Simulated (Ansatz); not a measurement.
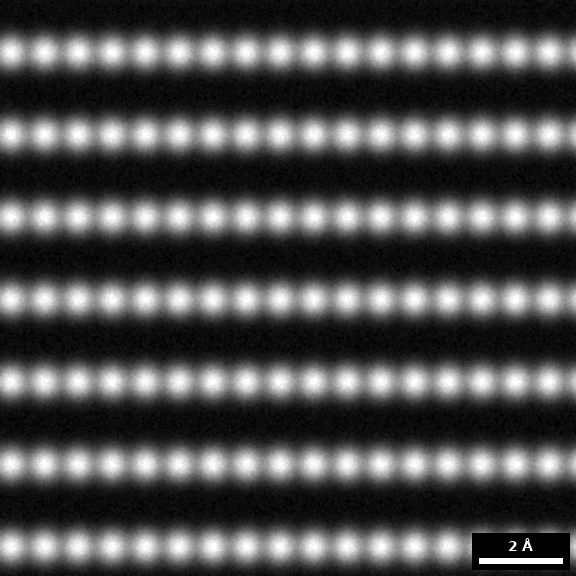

HAADF-like image of a crystal. Simulated incoherent Z contrast: every atom adds Z^1.6 spread by a probe of 0.55 Å full width; channelling and multiple scattering are left out. The display is stretched by a gamma of 0.65; percentages refer to the linear signal. Shot noise was added.

### What two-dimensional lattice does the image show, and how large is its cell?

The pattern repeats on a rectangular net of 0.8 × 2.0 Å.

### Which plane group does this projection have?

p2mm: mirror lines in two perpendicular directions, with twofold points where they cross.

### How many columns does the smallest repeating cell hold, and how many levels of brightness?

1 column in the primitive cell of 1.6 Å², all of one brightness.

The crystal is Cu (Im-3m, No. 229) seen along [211]. Structure used: the input geometry of a calculation; the starting structure was generated, so it need not be a known form of this composition.
